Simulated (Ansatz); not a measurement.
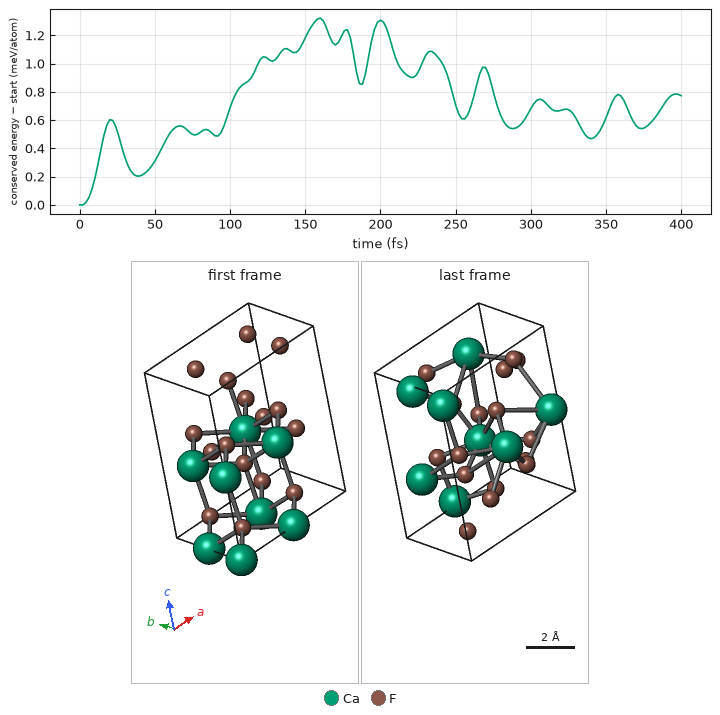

Molecular dynamics of a 24-atom cell of CaF2 (set up in Fm-3m), 400 fs long. Style: ball-and-stick. Shown: the reduced simulation cell, slightly off an axis. Bonds to atoms that aren't drawn are left out. Lengths and directions refer to the drawn axes.

All numbers below come from Ansatz 0.2.0, DFT PBE, scalar-relativistic, plane waves, PAW. Set-up: plane-wave cutoff 420 eV; k-point mesh 2 × 2 × 2; Fermi-Dirac smearing 0.05 eV; Nosé-Hoover thermostat (NVT); set temperature 1500 K; time step 2 fs; thermostat time 50.0 fs.

> Is this trajectory numerically sound?

The conserved quantity stays between −0.00083 and 1.3 meV per atom of its start. A straight-line fit has a slope that amounts to +0.21 meV per atom over 400 fs (0.1 % of the mean kinetic energy), and the ripple about it is 0.4 % of the kinetic energy's fluctuation. With a drift under 2 % and a ripple under 7 %, the integration is accurate. Over the second half the temperature averages 1232 K (spread ±238 K). The potential energy is still drifting at the end, so the run hasn't reached equilibrium. The potential energy in the second half lies on average 277 meV per atom above the first frame.
